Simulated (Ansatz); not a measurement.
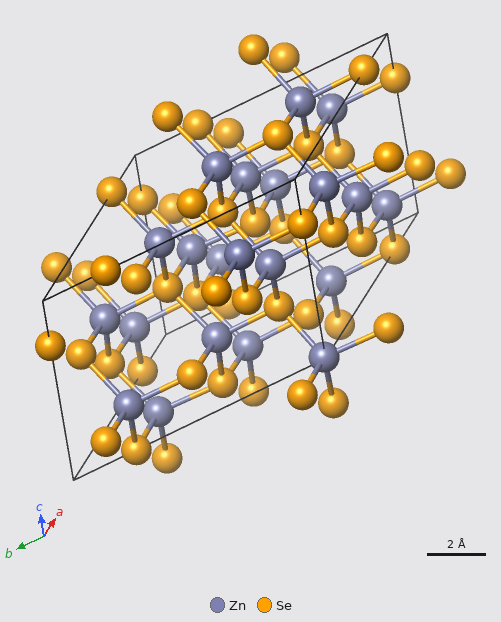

Figure 1. The structure as given in the input (ball-and-stick view of the cell of the calculation, seen at an oblique angle; bonded neighbours outside the cell are drawn too). An atom can appear more than once, as a periodic image.

## Zn15Se16 (charge −1): geometry relaxation (part 1 of 3)

- system: Zn15Se16 (defect cell, 31 atoms in the cell, total charge −1)
- method: DFT PBE, scalar-relativistic, plane waves, PAW, spin-polarised (Ansatz 0.2.0)

The structure derives from a Materials Project entry. It belongs to a series of runs on one base structure; here: Zn vacancy (site a), charge -1, atoms relaxed at the host's cell, started again with a moment of 3 μB.

### What the program printed
```
Engine: ansatz 0.2.0, x86_64-unknown-linux-gnu
Pseudopotentials: kind: paw
Pseudopotential: Zn, paw, valence charge 12, recommended cutoff 420 eV (normal), Zn.paw.azcp
Pseudopotential: Se, paw, valence charge 16, recommended cutoff 420 eV (normal), Se.paw.azcp
Functional definition: PBE
  parameter kappa = 0.804
  parameter beta = 0.06672455060314922
  exchange = pbe_x(kappa = kappa, mu = beta*pi^2/3)
  correlation = pbe_c(beta = beta)
Crystal: 31 atoms, lattice volume = 753.224 Å³
Basis set: ecut = 420 eV, 14771 PW (Γ), exchange–correlation on 144×144×144 points (8 copies of the dense FFT grid, shifted against one another)
Bands: 264, of which v1, the nominal top of the filled ones, is band 219 counted from 1 (218 counted from 0)
Symmetry: 24 space group operations
Space group: I-43m (ITA 217), of the structure as read, at distance tolerance 9.1e-5 Å
Magnetic group: BNS 217.78 (UNI 1580), of the structure as read, at distance tolerance 9.1e-5 Å
k-points: 2 of 8 (time reversal used)
Non-local potential: Zn, projectors of the file, l = 0: 2, l = 1: 2, l = 2: 3, l = 3: 1
Non-local potential: Se, projectors of the file, l = 0: 2, l = 1: 2, l = 2: 3, l = 3: 1
PAW form: soft (Blöchl's): semilocal exchange-correlation on the pseudo side does not see the compensation charge
PAW one-centre angular grid: Zn, 590 points (default); XC on 64 Gauss nodes
PAW one-centre angular grid: Se, 590 points (default); XC on 64 Gauss nodes
Initial density: superposition of atomic densities (chi_scale 0.1, normalization cell, long waves kept (reshape's long-wave potential 0.16 eV rms))
Starting moments: Σ|m| = 3 μB on 4 of 31 sites
Initial wavefunctions: pseudopotential atomic-orbital guess
Functional: x = pbe(κ = 0.804, μ = 0.2195149727645171), c = pbe(β = 0.06672455060314922)
SCF iter   1: F=—  HF=-137309.103079 eV  |F-HF|=—  |Δ(HF+E_count)|=         —  Δρ=3.62e-2 (↑3.62e-2 ↓2.96e-2)  dr2=1.44e1  dr2_m=3.13e0  M=1.000 μB ∫|m|=1.085 μB  β_m=0.30  ethr=3.10e-3  ⟨swp⟩=6.0  Hψ=4126  notcnv=0  defer=2
preconditioner: auto → Resta (q_TF=auto, 2.492 Å⁻¹)  ε∞=4.8  [insulator: Δε(μ)=0.065 eV  Ē_g=11.605 eV  σ=0.010 eV  W_gap=0.83  n_scr=200 (ndim 8)  ℏωp=22.5 eV  f_vac=0.076  D(μ)=53.00/eV (n_scr^D=602)  ε∞_Penn≈4.8]
spin=Collinear: Resta preconditioning applied to the charge; magnetization (m = ρ↑ − ρ↓) channel mixes plain (no charge-response kernel on spin).
SCF iter   2: F=—  HF=-137305.960450 eV  |F-HF|=—  |Δ(HF+E_count)|=    3.14e0  Δρ=2.33e-2 (↑2.33e-2 ↓1.78e-2)  dr2=4.78e0  dr2_m=1.55e0  M=1.000 μB ∫|m|=1.081 μB  β_m=0.30  ethr=3.10e-3  ⟨swp⟩=2.0  Hψ=1556  notcnv=0  defer=160
SCF iter   3: F=—  HF=-137304.439148 eV  |F-HF|=—  |Δ(HF+E_count)|=    1.52e0  Δρ=1.31e-2 (↑1.31e-2 ↓1.00e-2)  dr2=5.44e-1  dr2_m=7.60e-1  M=1.000 μB ∫|m|=1.075 μB  β_m=0.30  ethr=1.09e-3  ⟨swp⟩=2.0  Hψ=1544  notcnv=0  defer=160
SCF iter   4: F=—  HF=-137304.274787 eV  |F-HF|=—  |Δ(HF+E_count)|=   1.64e-1  Δρ=7.60e-3 (↑7.60e-3 ↓7.29e-3)  dr2=6.43e-2  dr2_m=3.73e-1  M=1.000 μB ∫|m|=1.075 μB  β_m=0.30  ethr=1.24e-4  ⟨swp⟩=2.2  Hψ=1638  notcnv=0  defer=160
SCF iter   5: F=—  HF=-137304.292571 eV  |F-HF|=—  |Δ(HF+E_count)|=   1.78e-2  Δρ=5.35e-3 (↑5.21e-3 ↓5.35e-3)  dr2=3.48e-2  dr2_m=1.84e-1  M=1.000 μB ∫|m|=1.073 μB  β_m=0.30  ethr=1.47e-5  ⟨swp⟩=2.0  Hψ=1412  notcnv=0  defer=160
SCF iter   6: F=—  HF=-137304.299047 eV  |F-HF|=—  |Δ(HF+E_count)|=   6.48e-3  Δρ=3.76e-3 (↑3.55e-3 ↓3.76e-3)  dr2=5.82e-3  dr2_m=9.04e-2  M=1.000 μB ∫|m|=1.072 μB  β_m=0.30  ethr=7.97e-6  ⟨swp⟩=2.0  Hψ=1462  notcnv=0  defer=160
SCF iter   7: F=—  HF=-137304.305777 eV  |F-HF|=—  |Δ(HF+E_count)|=   6.73e-3  Δρ=2.57e-3 (↑2.54e-3 ↓2.57e-3)  dr2=1.11e-3  dr2_m=4.46e-2  M=1.000 μB ∫|m|=1.071 μB  β_m=0.30  ethr=1.33e-6  ⟨swp⟩=2.0  Hψ=1952  notcnv=0  defer=160
Mixer restart at iter 7: flushing history
spin-set hold released at iteration 7 (site moments contracting): the magnetisation degrees of freedom join the quasi-Newton model from the next iteration; the mixer history was flushed
SCF iter   8: F=—  HF=-137304.307820 eV  |F-HF|=—  |Δ(HF+E_count)|=   2.04e-3  Δρ=1.80e-3 (↑1.80e-3 ↓1.80e-3)  dr2=1.24e-3  dr2_m=2.20e-2  M=1.000 μB ∫|m|=1.071 μB  β_m=0.65  ethr=2.55e-7  ⟨swp⟩=2.0  Hψ=1761  notcnv=0  defer=160
SCF iter   9: F=—  HF=-137304.311138 eV  |F-HF|=—  |Δ(HF+E_count)|=   3.32e-3  Δρ=2.19e-4 (↑2.02e-4 ↓2.19e-4)  dr2=7.31e-4  dr2_m=1.14e-5  M=1.000 μB ∫|m|=1.071 μB  β_m=0.53  ethr=2.55e-7  ⟨swp⟩=2.0  Hψ=1512  notcnv=0  defer=160
SCF iter  10: F=—  HF=-137304.310534 eV  |F-HF|=—  |Δ(HF+E_count)|=   6.03e-4  Δρ=3.99e-5 (↑3.97e-5 ↓3.99e-5)  dr2=3.18e-5  dr2_m=4.70e-6  M=1.000 μB ∫|m|=1.071 μB  β_m=0.55  ethr=1.67e-7  ⟨swp⟩=2.0  Hψ=1532  notcnv=0  defer=160
SCF iter  11: F=—  HF=-137304.310551 eV  |F-HF|=—  |Δ(HF+E_count)|=   1.62e-5  Δρ=2.01e-5 (↑1.97e-5 ↓2.01e-5)  dr2=7.78e-6  dr2_m=1.45e-6  M=1.000 μB ∫|m|=1.071 μB  β_m=0.78  ethr=3.58e-9  ⟨swp⟩=14.5  Hψ=10493  notcnv=0
SCF iter  12: F=-137304.310570 eV  HF=-137304.310568 eV  |F-HF|=1.83e-6  |Δ(HF+E_count)|=   1.78e-5  Δρ=5.94e-6 (↑5.76e-6 ↓5.94e-6)  dr2=1.31e-6  dr2_m=2.86e-8  M=1.000 μB ∫|m|=1.071 μB  ethr=1.78e-9  ⟨swp⟩=9.0  Hψ=8815  notcnv=0
SCF 1 converged in 12 iterations: F = -137304.310570 eV  dr2 = 1.31e-6
  greatest PAW one-centre occupation: 1.000 electrons in one spin orbital (limit 2), on the Se atom at site 24 (counted from 0), in its partial waves of l = 2
relax step   1: F+E_penalty+E_count = -137304.31057026 eV  Δ(F+E_penalty+E_count) = +0.000e0 eV  max|allowed force component| = 7.352e-3 eV/Å  Δτ_max = 0.0000 Å  (12 SCF iters, dr2 threshold 1.56e-5 eV, accepted)
Initial density: handed on by an earlier stage of this run
Starting moments: Σ|m| = 3 μB on 4 of 31 sites; this step starts from the density that it was given
Initial wavefunctions: those handed on with the density
iter 1 solved again at ethr=3.00e-10 eV; its pass at ethr=3.10e-3 eV (dr2=1.31e-6 eV) is discarded
SCF iter   1: F=—  HF=-137304.310568 eV  |F-HF|=—  |Δ(HF+E_count)|=         —  Δρ=5.95e-6 (↑5.77e-6 ↓5.95e-6)  dr2=1.31e-6  dr2_m=2.85e-8  M=1.000 μB ∫|m|=1.071 μB  β_m=0.30  ethr=3.00e-10  ⟨swp⟩=1.0  Hψ=2464  notcnv=0
preconditioner: auto → Resta (q_TF=auto, 2.492 Å⁻¹)  ε∞=5.3  [insulator: Δε(μ)=0.057 eV  Ē_g=10.823 eV  σ=0.010 eV  W_gap=0.83  n_scr=200 (ndim 8)  ℏωp=22.5 eV  f_vac=0.124  D(μ)=53.00/eV (n_scr^D=602)  ε∞_Penn≈5.3]
spin=Collinear: Resta preconditioning applied to the charge; magnetization (m = ρ↑ − ρ↓) channel mixes plain (no charge-response kernel on spin).
SCF iter   2: F=—  HF=-137304.310569 eV  |F-HF|=—  |Δ(HF+E_count)|=   5.84e-7  Δρ=4.67e-6 (↑4.58e-6 ↓4.67e-6)  dr2=8.59e-7  dr2_m=1.73e-8  M=1.000 μB ∫|m|=1.071 μB  β_m=0.60  ethr=2.99e-10  ⟨swp⟩=2.5  Hψ=1771  notcnv=0
SCF iter   3: F=—  HF=-137304.310570 eV  |F-HF|=—  |Δ(HF+E_count)|=   1.47e-6  Δρ=2.09e-6 (↑2.09e-6 ↓2.08e-6)  dr2=2.08e-7  dr2_m=1.42e-9  M=1.000 μB ∫|m|=1.071 μB  β_m=0.72  ethr=1.97e-10  ⟨swp⟩=2.0  Hψ=1449  notcnv=0
SCF iter   4: F=-137304.310571 eV  HF=-137304.310571 eV  |F-HF|=2.35e-8  |Δ(HF+E_count)|=   4.85e-7  Δρ=1.24e-6 (↑1.20e-6 ↓1.24e-6)  dr2=3.21e-8  dr2_m=1.83e-10  M=1.000 μB ∫|m|=1.071 μB  ethr=2.29e-11  ⟨swp⟩=8.0  Hψ=6619  notcnv=0
SCF 2 converged in 4 iterations: F = -137304.310571 eV  dr2 = 3.21e-8
  greatest PAW one-centre occupation: 1.000 electrons in one spin orbital (limit 2), on the Se atom at site 30 (counted from 0), in its partial waves of l = 2
relax step   2: F+E_penalty+E_count = -137304.31057095 eV  Δ(F+E_penalty+E_count) = -6.897e-7 eV  max|allowed force component| = 7.353e-3 eV/Å  Δτ_max = 0.0000 Å  (4 SCF iters, accepted)
```

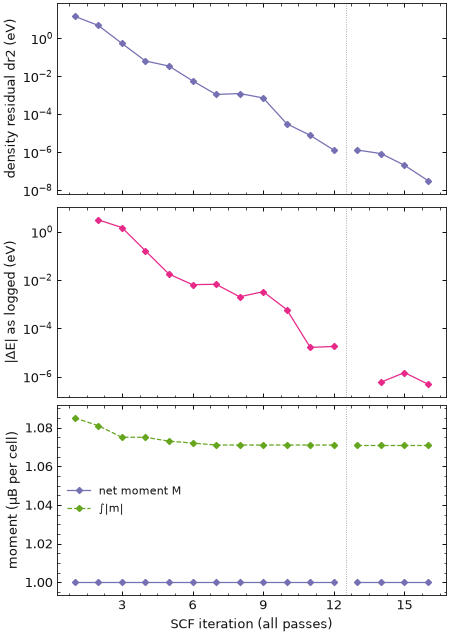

Figure 2. Convergence of the self-consistent field: density residual dr2, size of the energy change and magnetic moment against the SCF iteration. The dotted lines part the SCF passes of the relaxation: geometry steps, rejected trials and re-solves on a re-selected basis. The passes take 12 and 4 iterations. The net moment stays at 1.0 μB per cell.

```
SCF converged after 4 iterations
Magnetization: 1.0000 μB (219.0000 up, 218.0000 down)
Absolute magnetization: 1.0392 μB (∫|ρ↑−ρ↓|, with the PAW one-centre terms)
Spin contamination: 0.0009 ħ² per cell (⟨S²⟩ above its minimum at these occupations)
Per-site moments (μB) at R_I (Å): [(0.0046194545070353974, 1.0064191029604799), (0.0027041136463551514, 1.0259177784271656), (0.004619454507035394, 1.0064191029604805), (0.004619454507035213, 1.0064191029604803), (0.004619454507035142, 1.0064191029604797), (0.004619454507035264, 1.0064191029604794), (0.0027041136463550066, 1.0259177784271658), (0.004619454507035329, 1.0064191029604788), (0.004619454507035211, 1.0064191029604805), (0.0027041136463549008, 1.025917778427166), (0.00461945450703536, 1.0064191029604799), (0.0046194545070354, 1.0064191029604794), (0.004619454507035193, 1.0064191029604799), (0.004619454507035162, 1.00641910296048), (0.004619454507035228, 1.0064191029604792), (0.08592815935527728, 1.0064191029604794), (0.017371903122720994, 1.0259177784271665), (0.01737190312272083, 1.0259177784271665), (0.01737190312272068, 1.0259177784271665), (0.017371903122720803, 1.0259177784271662), (0.017371903122720703, 1.0259177784271662), (0.017371903122720682, 1.0259177784271665), (0.01737190312272065, 1.0259177784271665), (0.017371903122720654, 1.0259177784271658), (0.08592815935527723, 1.0064191029604799), (0.017371903122720765, 1.025917778427166), (0.08592815935527713, 1.0064191029604788), (0.01737190312272052, 1.0259177784271665), (0.01737190312272064, 1.0259177784271665), (0.01737190312272079, 1.0259177784271656), (0.08592815935527712, 1.0064191029604792)]
Free energy (F): -137304.310571 eV
Harris-Foulkes:  -137304.310571 eV  (|F-HF|=2.35e-8)
Internal energy: -137304.307921 eV  (E = F + TS)
E sigma→0 (E₀):  -137304.309246 eV
Entropy (-TS):   -0.002650 eV (-0.085 meV/atom)
Fermi energy:    5.846831 eV
--- Per-component energies (eV) ---
  E_band       = -6404.479320
  E_kinetic    = 3862.851894
  E_local      = -70070.322399  (includes V_loc(G=0)·N_el)
  E_nonlocal   = -316.079499
  E_hartree    = 32464.866788
  E_xc         = -3725.543180
  E_vxc        = -2350.281275  (∫ρ·V_xc dr)
  E_paw        = -58005.477011  (= ΣΔE_a)
  E_vpaw       = -2460.328099  (= ΣTr[D̂ρ^β])
  E_aug_tail   = -0.014671  (compensation charges beyond the density's cutoff)
  E_ewald      = -41514.589843
  E_smearing   = -0.002650  (= −TS)
  E_closure    = 0.000000  (closes the sum)
  E_deformation_potential = -11.745863  (in the stress; not in F)
  Σ components = -137304.310571   (vs F -137304.310571, Δ=0.00e0)
--- Forces (eV/Å), atoms counted from 1 ---
  atom   1  Zn     0.00088246    -0.00735312     0.00735312
  atom   2  Zn     0.00000000     0.00000000    -0.00000000
  atom   3  Zn    -0.00735312     0.00735312     0.00088246
  atom   4  Zn     0.00088246     0.00735312    -0.00735312
  atom   5  Zn    -0.00735312     0.00088246     0.00735312
  atom   6  Zn     0.00735312     0.00735312    -0.00088246
  atom   7  Zn     0.00000000     0.00000000     0.00000000
  atom   8  Zn     0.00735312    -0.00088246     0.00735312
  atom   9  Zn    -0.00088246    -0.00735312    -0.00735312
  atom  10  Zn     0.00000000     0.00000000     0.00000000
  atom  11  Zn     0.00735312    -0.00735312     0.00088246
  atom  12  Zn    -0.00088246     0.00735312     0.00735312
  atom  13  Zn    -0.00735312    -0.00088246    -0.00735312
  atom  14  Zn    -0.00735312    -0.00735312    -0.00088246
  atom  15  Zn     0.00735312     0.00088246    -0.00735312
  atom  16  Se     0.00245573    -0.00245573    -0.00245573
  atom  17  Se     0.00039713     0.00039713    -0.00486138
  atom  18  Se    -0.00486138    -0.00039713    -0.00039713
  atom  19  Se    -0.00039713     0.00039713     0.00486138
  atom  20  Se     0.00039713    -0.00486138     0.00039713
  atom  21  Se    -0.00039713     0.00486138     0.00039713
  atom  22  Se    -0.00039713    -0.00486138    -0.00039713
  atom  23  Se     0.00039713    -0.00039713     0.00486138
  atom  24  Se    -0.00039713    -0.00039713    -0.00486138
  atom  25  Se     0.00245573     0.00245573     0.00245573
  atom  26  Se     0.00039713     0.00486138    -0.00039713
  atom  27  Se    -0.00245573     0.00245573    -0.00245573
  atom  28  Se    -0.00486138     0.00039713     0.00039713
  atom  29  Se     0.00486138    -0.00039713     0.00039713
  atom  30  Se     0.00486138     0.00039713    -0.00039713
  atom  31  Se    -0.00245573    -0.00245573     0.00245573
  max |Σ_I F_I| component: 1.04e-17 eV/Å
--- Charged-cell corrections in eV (Makov–Payne, q = -1.000 e, ε = 10.789) ---
  F (periodic)     = -137304.310571  (uncorrected; the corrections below are reported, never added to it)
  E_corr1          = +0.211852  (monopole, q²α_M/2εL)
  F Makov-Payne    = -137304.098719  (F + E_corr1; no measured alignment; for a localised charge, not one spread in a band: unchecked)
  no potential alignment in this run, which stands beside a crystal: run the host's input off ansatz write-host-input, and read the two finished runs by ansatz place-levels (neither reads a slab, a wire or a sheet, whose cell leaves a vacuum)
--- Band table (eV) ---
```
